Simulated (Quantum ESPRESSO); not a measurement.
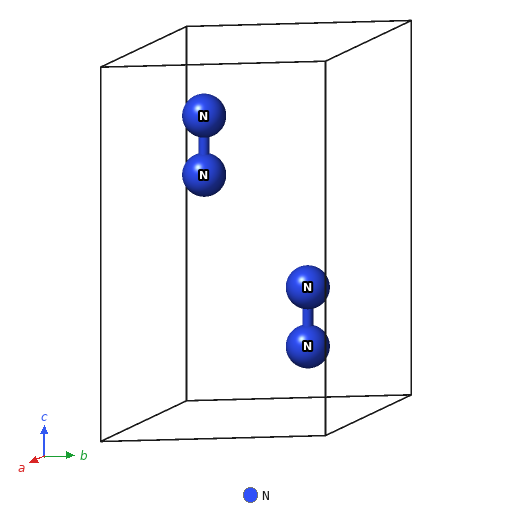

System: N, space group P6_3/mmc (No. 194). The picture shows the conventional cell.

Input of the run:
```
&CONTROL
  calculation = 'scf'
  prefix = 'pwscf'
  outdir = './tmp'
  pseudo_dir = './pseudo'
  tprnfor = .true.
  tstress = .true.
  disk_io = 'nowf'
/
&SYSTEM
  ibrav = 0
  nat = 4
  ntyp = 1
  ecutwfc = 60
  ecutrho = 480
  nbnd = 16
  occupations = 'smearing'
  smearing = 'fd'
  degauss = 0.00367493
/
&ELECTRONS
  conv_thr = 8d-10
  electron_maxstep = 120
  mixing_beta = 0.5
/
ATOMIC_SPECIES
N     14.0070 N.pbe-n-radius_5.UPF
CELL_PARAMETERS angstrom
   4.1672328106    0.0000000000    0.0000000000
  -2.0836164053    3.6089294775    0.0000000000
   0.0000000000    0.0000000000    7.0060035100
ATOMIC_POSITIONS crystal
N      0.6666666667    0.3333333333    0.6710699600
N      0.6666666667    0.3333333333    0.8289300400
N      0.3333333333    0.6666666667    0.1710699600
N      0.3333333333    0.6666666667    0.3289300400
K_POINTS automatic
7 7 4 0 0 0
```

Launched with:
```bash
OMP_NUM_THREADS=1 pw.x -in pw.in > pw.out
```

Method: plane-wave DFT, no spin polarisation; energies at scaled volumes of the given cell, shape and fractions fixed, counted from the fit's minimum, third-order Birch-Murnaghan fit (Quantum ESPRESSO 7.5). Level: PBE.

k mesh 7×7×4; occupations Fermi–Dirac; smearing width 0.05 eV; potentials SSSP 1.3 efficiency PBE; wave cutoff 816.3 eV; density cutoff 6531 eV.

What does the calculation give for the energy and pressure against volume? The volume takes the values 24.76, 25.29, 25.81, 26.34, 26.87, 27.39, 27.92 Å³/atom.

A third-order Birch–Murnaghan fit gives V0 = 26.40 Å³/atom, B0 = 61.9 GPa and B′ = 3.9. The energy is 21.88 meV/atom at volume 24.76 Å³/atom and 15.45 meV/atom at 27.92 Å³/atom; the lowest computed point is at volume 26.34 Å³/atom (0.03 meV/atom), and no other minimum shows. The pressure falls from 4.32 GPa at volume 24.76 Å³/atom to −3.27 GPa at 27.92 Å³/atom, and changes sign near 26.33 Å³/atom.

```tsv
volume (Å³/atom)	energy (meV/atom)	pressure (GPa)
24.76	21.88	4.32
25.29	9.74	2.72
25.81	2.61	1.28
26.34	0.03	-0.03
26.87	1.55	-1.22
27.39	6.81	-2.30
27.92	15.45	-3.27
```

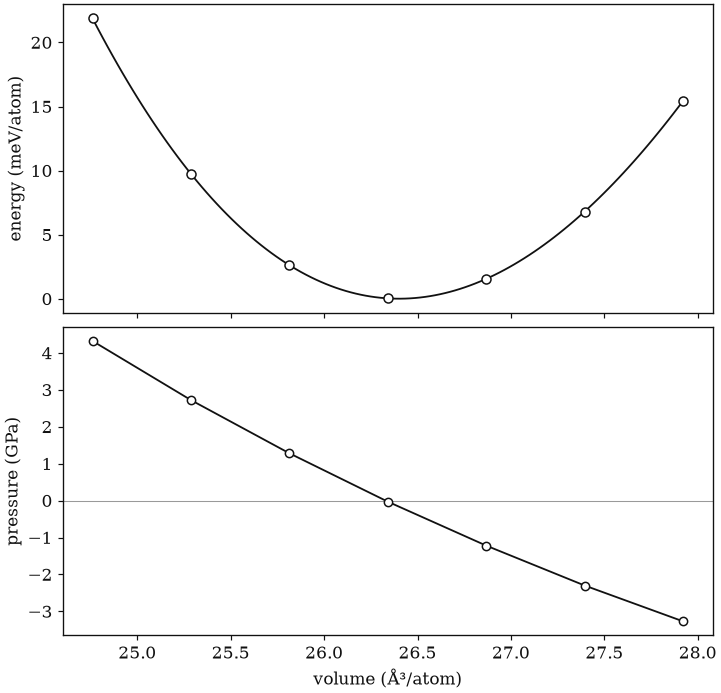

Limits of the calculation: shape and atomic fractions are frozen while scaling, which makes layered, chain and framework solids too stiff.
